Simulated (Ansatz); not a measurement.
Single-point calculation, with input and output: PtTe$_{2}$ (part 1 of 2)

- system: PtTe$_{2}$ (P-3m1, 6 atoms in the cell)
- method: DFT LDA+U+J, scalar-relativistic, plane waves, PAW, U = 4 eV, J = 0.5 eV on Pt atom 3 d; U = 4 eV, J = 0.5 eV on Pt atom 6 d, spin-polarised (Ansatz 0.2.0)

The structure derives from an entry of the Crystallography Open Database. It belongs to a series of runs on one base structure; here: ferromagnetic start, free, natural orbitals of the symmetric run filled by rank. Figures and captions count atoms from 1; the log counts them from 0 in places.

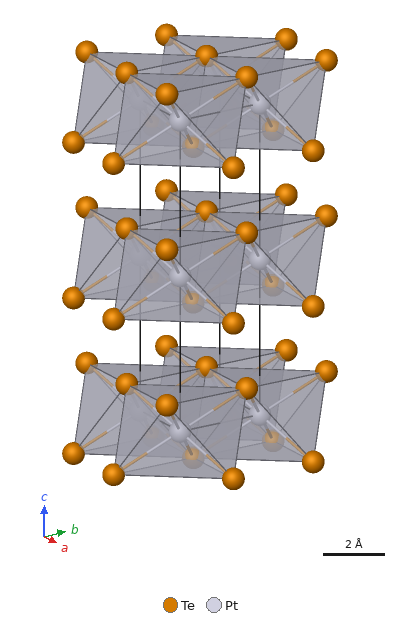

Figure 1. The structure as given in the input (polyhedral view of the cell of the calculation, seen slightly off an axis; polyhedra are completed across the faces of the cell).

Summary

```json
{"quantity": "outcome", "value": "converged"}
{"quantity": "space group (tolerance 0.01 Å)", "value": "P-3m1 (164)"}
{"quantity": "electrons treated", "value": "100"}
{"quantity": "free energy", "value": "−51798.3564 eV"}
{"quantity": "Fermi energy", "value": "13.561 eV"}
{"quantity": "gap on the k-point mesh", "value": "none (metallic)"}
{"quantity": "net moment of the cell", "value": "0.00 μB"}
{"quantity": "integrated absolute moment", "value": "0.00 μB"}
{"quantity": "pressure", "value": "1.19 GPa"}
{"quantity": "largest force (length of the vector)", "value": "0.619 eV/Å"}
{"quantity": "hardware", "value": "4 threads of Intel Xeon @ 2.50GHz (Skylake/Cascade Lake), 189 GiB of memory available, shared host"}
{"quantity": "wall time", "value": "76 s (CPU time 2.2 min)"}
{"quantity": "peak memory", "value": "0.82 GiB"}
```

Warnings of the run: some starting moments were not kept; the typed occupations were not kept; the occupation matrices lower the symmetry. Spin–orbit coupling is left out, which matters for Pt.

Input file
```yaml
crystal:
  lattice:
    - [4.01799945, 0.0, 0.0]
    - [-2.00899973, 3.4796896, 0.0]
    - [0.0, 0.0, 10.42399866]
  atoms:
    - { symbol: Te, position: [0.3333333333, 0.6666666667, 0.125] }
    - { symbol: Te, position: [0.6666666667, 0.3333333333, 0.375] }
    - { symbol: Pt, position: [0.0, 0.0, 0.0], spin: 4.0 }
    - { symbol: Te, position: [0.3333333333, 0.6666666667, 0.625] }
    - { symbol: Te, position: [0.6666666667, 0.3333333333, 0.875] }
    - { symbol: Pt, position: [0.0, 0.0, 0.5], spin: 4.0 }
basis:
  ecutwfc: 420
  ecutrho_ratio: 4
kpoints:
  mp_grid: { grid: [6, 6, 2] }
hamiltonian:
  xc: lda
  hubbard:
    sites:
      - { site: 2, l: d, u: 4.0, j: 0.5, starting_ns: [{ spin: up, occupation_matrix: s2up }, { spin: down, occupation_matrix: s2down }] }
      - { site: 5, l: d, u: 4.0, j: 0.5, starting_ns: [{ spin: up, occupation_matrix: s5up }, { spin: down, occupation_matrix: s5down }] }
    occupation_matrices:
      s2up:
        matrix:
          - [0.97, 0.0, 0.0, 0.0, 0.0]
          - [0.0, 0.97, 0.0, 0.0, 0.0]
          - [0.0, 0.0, 0.97, 0.0, 0.0]
          - [0.0, 0.0, 0.0, 0.97, 0.0]
          - [0.0, 0.0, 0.0, 0.0, 0.97]
      s2down:
        matrix:
          - [0.02, 0.0, 0.0, 0.0, 0.0]
          - [0.0, 0.39551, 0.0, 0.0, -0.46446]
          - [0.0, 0.0, 0.02, 0.0, 0.0]
          - [0.0, 0.0, 0.0, 0.02, 0.0]
          - [0.0, -0.46446, 0.0, 0.0, 0.59449]
      s5up:
        matrix:
          - [0.97, 0.0, 0.0, 0.0, 0.0]
          - [0.0, 0.97, 0.0, 0.0, 0.0]
          - [0.0, 0.0, 0.97, 0.0, 0.0]
          - [0.0, 0.0, 0.0, 0.97, 0.0]
          - [0.0, 0.0, 0.0, 0.0, 0.97]
      s5down:
        matrix:
          - [0.02, 0.0, 0.0, 0.0, 0.0]
          - [0.0, 0.39551, 0.0, 0.0, -0.46446]
          - [0.0, 0.0, 0.02, 0.0, 0.0]
          - [0.0, 0.0, 0.0, 0.02, 0.0]
          - [0.0, -0.46446, 0.0, 0.0, 0.59449]
    ns_hold: { iters: 10 }
scf:
  occupations: { method: gaussian, width: 0.05 }
  lower_state_search: "off"
  max_iter: 150
output:
  forces: true
  stress: true
  eigenvalues: true
  populations: true
  hubbard: { sites: [{ site: 2, l: d }, { site: 5, l: d }] }
  write_density: true
  write_potential: true
  elf: true
  volumetric_format: npy
magnetization:
  spin_polarized: true
```

Run as:
```bash
ansatz run input.yaml --threads 4 --pin off --max-ram 6144MiB --backend cpu --events-out ev --progress --plain --runs-dir out
```

Log
```
Warning: crystal.symmetry: narrowed to the stabiliser of the occupation matrices — unitary ops 24 → 8; lowered by the specified shells (site 2, l: d), (site 5, l: d); largest admitted image defect 1.7e-9, smallest excluded 4.3e-1 — at a splitting's scale: the group the occupation matrices' own texture admits
Te: projections on atomic orbitals take those of the free atom [Kr] 4d10 5s2 5p4, of charge +0.00 (hamiltonian.pseudopotentials.projection_atoms); the dataset's partial waves leave at most 7.8e-6 of an orbital's norm unspanned inside its sphere
Pt: projections on atomic orbitals take those of the free atom [Kr 4d10 4f14] 5s2 5p6 5d9 6s1, of charge +0.00 (hamiltonian.pseudopotentials.projection_atoms); the dataset's partial waves leave at most 9.1e-5 of an orbital's norm unspanned inside its sphere
Engine: ansatz 0.2.0, x86_64-unknown-linux-gnu
Pseudopotentials: kind: paw
Pseudopotential: Te, paw, valence charge 16, recommended cutoff 420 eV (normal), Te.paw.azcp
Pseudopotential: Pt, paw, valence charge 18, recommended cutoff 420 eV (normal), Pt.paw.azcp
Functional definition: SPW92
  exchange = slater_x
  correlation = pw_c
Crystal: 6 atoms, lattice volume = 145.742 Å³
Basis set: ecut = 420 eV, 2855 PW (Γ)
Bands: 65, of which v1, the nominal top of the filled ones, is band 50 counted from 1 (49 counted from 0)
Symmetry: 8 space group operations
k-points: 26 of 72
Non-local potential: Te, projectors of the file, l = 0: 2, l = 1: 2, l = 2: 2, l = 3: 2
Non-local potential: Pt, projectors of the file, l = 0: 3, l = 1: 2, l = 2: 2, l = 3: 1
PAW form: soft (Blöchl's): semilocal exchange-correlation on the pseudo side does not see the compensation charge
PAW frozen core: Te, regenerated for the run's functional, and the local potential with it (the file was generated under x = pbe(κ = 0.804, μ = 0.2195149727645171), c = pbe(β = 0.06672455060314922))
PAW frozen core: Pt, regenerated for the run's functional, and the local potential with it (the file was generated under x = pbe(κ = 0.804, μ = 0.2195149727645171), c = pbe(β = 0.06672455060314922))
PAW one-centre angular grid: Te, 590 points (default); XC on 64 Gauss nodes
PAW one-centre angular grid: Pt, 590 points (default); XC on 64 Gauss nodes
Initial density: superposition of atomic densities (chi_scale 0.1, normalization cell)
Starting moments: Σ|m| = 8 μB on 2 of 6 sites
Initial wavefunctions: pseudopotential atomic-orbital guess
Functional: x = slater, c = lda
SCF iter   1: F=—  HF=-51787.494976 eV  |F-HF|=—  |Δ(HF+E_count)|=         —  Δρ=1.09e-1 (↑1.09e-1 ↓6.68e-2)  dr2=7.68e0  dr2_m=9.39e0  M=1.825 μB ∫|m|=3.090 μB  β_m=0.30  ethr=3.10e-3  ⟨swp⟩=8.2  Hψ=14314  notcnv=0  defer=26
preconditioner: auto → Kerker (q_TF=auto, 2.562 Å⁻¹)  [metal: Δε(μ)=0.024 eV  Ē_g=10.760 eV  σ=0.050 eV  W_gap=0.26  n_scr=50 (ndim 8)  ℏωp=20.4 eV  f_vac=0.006  D(μ)=4.49/eV (n_scr^D=36)]
spin=Collinear: Kerker preconditioning applied to the charge; magnetization (m = ρ↑ − ρ↓) channel mixes plain (no charge-response kernel on spin).
SCF iter   2: F=—  HF=-51787.415863 eV  |F-HF|=—  |Δ(HF+E_count)|=   7.91e-2  Δρ=7.53e-2 (↑7.53e-2 ↓6.19e-2)  dr2=1.10e0  dr2_m=5.96e0  M=0.979 μB ∫|m|=2.497 μB  β_m=0.30  ethr=3.10e-3  ⟨swp⟩=2.4  Hψ=4565  notcnv=0  defer=424
SCF iter   3: F=—  HF=-51787.897412 eV  |F-HF|=—  |Δ(HF+E_count)|=   4.82e-1  Δρ=5.12e-2 (↑4.98e-2 ↓5.12e-2)  dr2=1.81e-1  dr2_m=3.32e0  M=0.799 μB ∫|m|=2.171 μB  β_m=0.30  ethr=1.10e-3  ⟨swp⟩=2.1  Hψ=4089  notcnv=0  defer=451
SCF iter   4: F=—  HF=-51788.261356 eV  |F-HF|=—  |Δ(HF+E_count)|=   3.64e-1  Δρ=3.77e-2 (↑3.47e-2 ↓3.77e-2)  dr2=6.48e-2  dr2_m=1.75e0  M=0.742 μB ∫|m|=2.030 μB  β_m=0.30  ethr=1.81e-4  ⟨swp⟩=2.2  Hψ=4468  notcnv=0  defer=452
SCF iter   5: F=—  HF=-51788.453696 eV  |F-HF|=—  |Δ(HF+E_count)|=   1.92e-1  Δρ=2.61e-2 (↑2.60e-2 ↓2.61e-2)  dr2=1.10e-2  dr2_m=9.04e-1  M=0.711 μB ∫|m|=1.970 μB  β_m=0.30  ethr=6.48e-5  ⟨swp⟩=1.5  Hψ=3771  notcnv=0  defer=458
SCF iter   6: F=—  HF=-51788.558141 eV  |F-HF|=—  |Δ(HF+E_count)|=   1.04e-1  Δρ=1.94e-2 (↑1.94e-2 ↓1.80e-2)  dr2=5.34e-3  dr2_m=4.67e-1  M=0.701 μB ∫|m|=1.926 μB  β_m=0.30  ethr=1.10e-5  ⟨swp⟩=3.0  Hψ=6146  notcnv=0  defer=458
SCF iter   7: F=—  HF=-51788.611458 eV  |F-HF|=—  |Δ(HF+E_count)|=   5.33e-2  Δρ=1.38e-2 (↑1.35e-2 ↓1.38e-2)  dr2=5.68e-4  dr2_m=2.49e-1  M=0.697 μB ∫|m|=1.852 μB  β_m=0.30  ethr=5.34e-6  ⟨swp⟩=1.5  Hψ=4403  notcnv=0  defer=458
Mixer restart at iter 7: flushing history
spin-set hold released at iteration 7 (site moments contracting): the magnetisation degrees of freedom join the quasi-Newton model from the next iteration; the mixer history was flushed
SCF iter   8: F=—  HF=-51788.640389 eV  |F-HF|=—  |Δ(HF+E_count)|=   2.89e-2  Δρ=1.01e-2 (↑9.77e-3 ↓1.01e-2)  dr2=6.75e-4  dr2_m=1.32e-1  M=0.696 μB ∫|m|=1.808 μB  β_m=0.65  ethr=5.68e-7  ⟨swp⟩=2.1  Hψ=4696  notcnv=0  defer=458
SCF iter   9: F=—  HF=-51788.673000 eV  |F-HF|=—  |Δ(HF+E_count)|=   3.26e-2  Δρ=2.50e-4 (↑2.50e-4 ↓2.47e-4)  dr2=1.35e-4  dr2_m=6.15e-5  M=0.694 μB ∫|m|=1.690 μB  β_m=0.76  ethr=5.68e-7  ⟨swp⟩=3.0  Hψ=6243  notcnv=0  defer=458
SCF iter  10: F=—  HF=-51788.673028 eV  |F-HF|=—  |Δ(HF+E_count)|=   2.76e-5  Δρ=1.00e-4 (↑8.07e-5 ↓1.00e-4)  dr2=5.81e-5  dr2_m=7.33e-6  M=0.695 μB ∫|m|=1.686 μB  β_m=0.88  ethr=1.35e-7  ⟨swp⟩=2.2  Hψ=4125  notcnv=0  defer=458
SCF iter  11: F=—  HF=-51788.673013 eV  |F-HF|=—  |Δ(HF+E_count)|=   1.47e-5  Δρ=4.01e-5 (↑2.66e-5 ↓4.01e-5)  dr2=9.52e-6  dr2_m=1.51e-7  M=0.695 μB ∫|m|=1.685 μB  β_m=0.88  ethr=5.81e-8  ⟨swp⟩=2.0  Hψ=3683  notcnv=0  defer=458
Mixer restart at iter 11: flushing history
SCF iter  12: F=—  HF=-51788.682649 eV  |F-HF|=—  |Δ(HF+E_count)|=         —  Δρ=3.76e-5 (↑3.76e-5 ↓3.39e-5)  dr2=1.63e-5  dr2_m=5.25e-7  M=0.695 μB ∫|m|=1.684 μB  β_m=0.88  ethr=9.52e-9  ⟨swp⟩=2.0  Hψ=3569  notcnv=0  defer=458
SCF iter  13: F=—  HF=-51797.975137 eV  |F-HF|=—  |Δ(HF+E_count)|=    9.29e0  Δρ=2.03e-2 (↑2.45e-3 ↓2.03e-2)  dr2=9.68e-1  dr2_m=1.61e-1  M=0.303 μB ∫|m|=0.684 μB  β_m=0.29  ethr=9.52e-9  ⟨swp⟩=5.1  Hψ=8539  notcnv=0  defer=458
SCF iter  14: F=—  HF=-51798.099340 eV  |F-HF|=—  |Δ(HF+E_count)|=   1.24e-1  Δρ=1.43e-2 (↑4.31e-3 ↓1.43e-2)  dr2=3.62e-1  dr2_m=1.10e-1  M=0.208 μB ∫|m|=0.579 μB  β_m=0.45  ethr=9.52e-9  ⟨swp⟩=5.0  Hψ=11279  notcnv=0  defer=484
SCF iter  15: F=—  HF=-51798.218967 eV  |F-HF|=—  |Δ(HF+E_count)|=   1.20e-1  Δρ=5.48e-3 (↑3.87e-3 ↓5.48e-3)  dr2=2.88e-2  dr2_m=2.73e-2  M=0.128 μB ∫|m|=0.360 μB  β_m=0.96  ethr=9.52e-9  ⟨swp⟩=5.4  Hψ=10642  notcnv=0  defer=484
SCF iter  16: F=—  HF=-51798.356525 eV  |F-HF|=—  |Δ(HF+E_count)|=   1.38e-1  Δρ=5.29e-4 (↑5.04e-4 ↓5.29e-4)  dr2=1.54e-3  dr2_m=1.05e-4  M=0.010 μB ∫|m|=0.012 μB  β_m=0.98  ethr=9.52e-9  ⟨swp⟩=4.9  Hψ=10580  notcnv=0  defer=477
SCF iter  17: F=—  HF=-51798.356383 eV  |F-HF|=—  |Δ(HF+E_count)|=   1.42e-4  Δρ=1.34e-4 (↑7.19e-5 ↓1.34e-4)  dr2=7.26e-5  dr2_m=6.35e-6  M=0.003 μB ∫|m|=0.004 μB  β_m=0.99  ethr=9.52e-9  ⟨swp⟩=3.3  Hψ=7163  notcnv=0  defer=469
SCF iter  18: F=—  HF=-51798.356381 eV  |F-HF|=—  |Δ(HF+E_count)|=   2.46e-6  Δρ=3.32e-5 (↑3.00e-5 ↓3.32e-5)  dr2=1.31e-5  dr2_m=1.46e-7  M=0.000 μB ∫|m|=0.001 μB  β_m=0.99  ethr=9.52e-9  ⟨swp⟩=2.0  Hψ=5518  notcnv=0  defer=469
SCF iter  19: F=—  HF=-51798.356378 eV  |F-HF|=—  |Δ(HF+E_count)|=   2.65e-6  Δρ=1.19e-5 (↑1.15e-5 ↓1.19e-5)  dr2=2.61e-6  dr2_m=7.25e-9  M=-0.000 μB ∫|m|=0.000 μB  β_m=1.00  ethr=9.52e-9  ⟨swp⟩=2.0  Hψ=5093  notcnv=0  defer=469
SCF iter  20: F=—  HF=-51798.356378 eV  |F-HF|=—  |Δ(HF+E_count)|=   5.93e-7  Δρ=4.49e-6 (↑3.97e-6 ↓4.49e-6)  dr2=2.59e-7  dr2_m=4.80e-9  M=-0.000 μB ∫|m|=0.000 μB  β_m=1.00  ethr=2.61e-9  ⟨swp⟩=2.0  Hψ=3838  notcnv=0  defer=469
iter 21 did not close the SCF: its close was put off for a magnetic moment that had not settled (scf_convergence_deferred on its scf_iter line)
SCF iter  21: F=-51798.356378 eV  HF=-51798.356378 eV  |F-HF|=1.79e-9  |Δ(HF+E_count)|=   3.71e-8  Δρ=9.70e-7 (↑9.33e-7 ↓9.70e-7)  dr2=9.33e-9  dr2_m=1.17e-10  M=-0.000 μB ∫|m|=0.000 μB  β_m=1.00  ethr=1.00e-10  ⟨swp⟩=13.9  Hψ=24931  notcnv=0
SCF iter  22: F=-51798.356378 eV  HF=-51798.356378 eV  |F-HF|=2.18e-10  |Δ(HF+E_count)|=  6.40e-10  Δρ=3.48e-7 (↑3.45e-7 ↓3.48e-7)  dr2=1.27e-9  dr2_m=1.36e-11  M=0.000 μB ∫|m|=0.000 μB  ethr=9.33e-12  ⟨swp⟩=5.8  Hψ=15740  notcnv=0
WARN: the starting moments were not kept: the SCF closed with an absolute magnetisation of 5.7e-6 μB, where they sum to 8 μB in size (2 sites). That is at most 0.1 of that sum. Measured as dr2_m measures the in/out step, that magnetisation stands 2.6e-12 eV from none, at or under the dr2_threshold of 1.0e-7 eV: it is no larger than a step whose dr2_m would equal this threshold. The system may hold no moment; this SCF shows only that its start led to no more than that. To try another start: raise the starting moments (crystal.atoms[].spin, magnetization.per_species, magnetization.initial_magnetization, or on a non-collinear deck that types none of these the spinor_matrix: blocks that start its atoms; where the total moment is fixed, keep their sum and leave initial_magnetization as it is; typed ones take the place of any that the run laid by itself, positive ones on a crystal's lanthanoids without a Hubbard term where scf.initial_density.shell_occupations: [] is typed) or, if the notice of its spin-set hold's release reads "site moments contracting" or "site moments show no strong build", lengthen the hold (scf.mixing.spin_hold: { on: { confirm: 4 } }; for m-r²SCAN on two components see the key's manual first). Each may lead to a state that holds a moment. A second SCF, from the converged charge density, with the starting moments and any scf.initial_density.shell_occupations laid on it anew, would have followed, and was not run: the deck does not ask for one (magnetization.retry_lost_moments is false, the default). To let it run, set magnetization.retry_lost_moments: true and run the deck again, where that key's refused combinations let it; where memory then withholds it, that run's warning says so.
WARN: hamiltonian.hubbard: on 2 of 4 specified blocks the occupation matrix of this SCF's result fails the test of the specified filling. At site 2 ↓ (sites count from 0 in the list of atoms of the cell that this SCF solves) the least filled combination of the orbitals specified full has occupation 0.978, and the fullest combination of the orbitals specified empty has occupation 0.978; the filling counts as kept where the first is at least 0.75 and exceeds the second by more than 0.25. The same holds at site 5 ↓. The state of this SCF's result may not hold the specified filling, though these bounds can also misjudge a state that does. This warning does not say which state is lower in energy, or whether the specified filling is a self-consistent state at all; see hamiltonian.hubbard.sites[].starting_ns, Limitations, and scf.initial_density.shell_occupations in the input reference
SCF 1 converged in 22 iterations: F = -51798.356378 eV  dr2 = 1.27e-9
  greatest PAW one-centre occupation: 1.000 electrons in one spin orbital (limit 2), on the Pt atom at site 5 (counted from 0), in its partial waves of l = 0
```

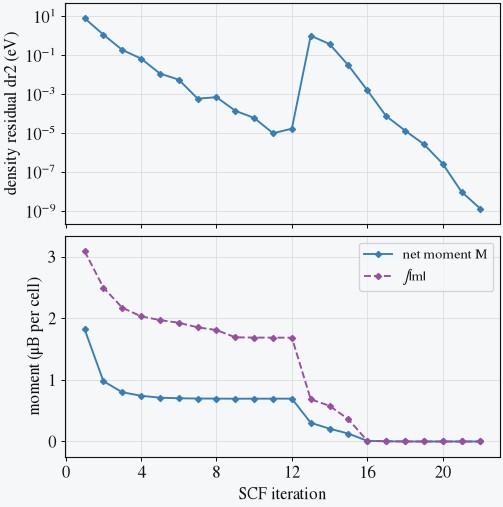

Figure 2. Convergence of the self-consistent field: density residual dr2 and magnetic moment against the SCF iteration. The residual comes down, with one marked jump up, by a factor of about 6 × 10⁴, at step 13. The net moment goes from 1.8 to 0.0 μB per cell, and ∫|m| falls to zero.
